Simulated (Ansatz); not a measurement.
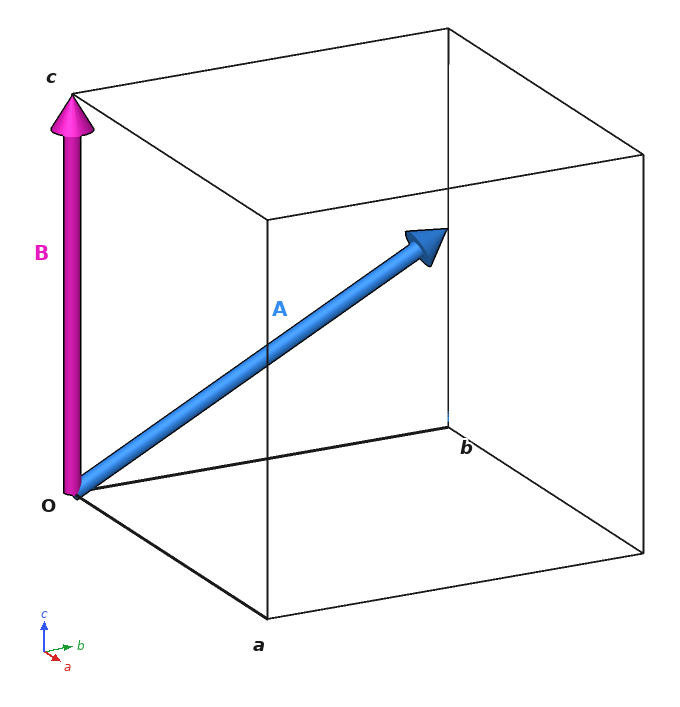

Crystal: Ti, the geometry relaxed with Ansatz, DFT, RPBE, plane waves (420 eV) with PAW, scalar-relativistic; the starting structure was generated, so it need not be a known form of this composition. Each arrow starts at a corner of the unit cell and ends on its surface; where a tip isn't a corner, dashed lines run from it parallel to the axes. The drawing is computed from the coordinates (standard cell, symmetry found to 0.002 Å).

a = 5.823 Å, b = 5.823 Å, c = 5.823 Å, α = 90.00°, β = 90.00°, γ = 90.00°.

**Give [uvw] of each arrow.**

Arrow A runs from (0, 0, 0) to (0, 1, 1/2), so [0 2 1]; Arrow B runs from (0, 0, 0) to (0, 0, 1), so [0 0 1].

**How long is the vector ua + vb + wc in each case, and what angles do the directions make?**

A 13.021 Å; B 5.823 Å. A–B: 63.4°.

**In Fd-3m, No. 227, origin choice 1, how many directions are equivalent to A (Laue class m-3m, both senses counted)?**

24.
